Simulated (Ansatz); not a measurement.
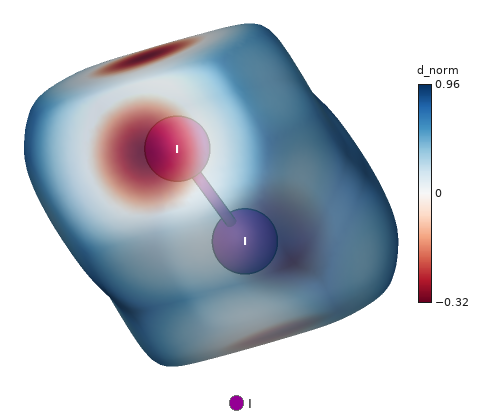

Hirshfeld surface computed for the I$_{2}$ molecule in I (C2/m), coloured by d_norm.

The surface is where the fragment's share of the procrystal density (the sum of the densities of spherically averaged neutral Hartree-Fock atoms) equals one half. d_i and d_e are the distances from the surface to the nearest nucleus inside and outside; d_norm adds both, each measured against its van der Waals radius (Alvarez: I 2.04 Å), so red marks contacts shorter than the sum of radii, white equal and blue longer. From Rb on the atoms have core potentials, so only their outer electrons count.

Source of the atomic positions: the geometry relaxed with DFT PBE, scalar-relativistic, plane waves, PAW in Ansatz 0.2.0; the starting structure was generated, so it need not be a known form of this composition.

```
I
1.0
     9.17841    0.00000    0.00000
     0.00000    4.36771    0.00000
    -3.90445    0.00000    5.41347
I
4
Cartesian
  4.7718 0.0000 1.3946
  0.5021 0.0000 4.0189
  0.1826 2.1839 1.3946
  5.0913 2.1839 4.0189
```

Which contact with the surroundings is the closest relative to the atoms' sizes?

I···I at 3.43 Å, 84 % of the sum of the van der Waals radii.

How is the surface shared among contacts (both directions of a pair summed)?

I···I 100 %.

Give the size and shape of the surface.

It encloses about 103 Å³, has an area of about 113 Å² and a globularity of 0.93 (1 for a sphere).
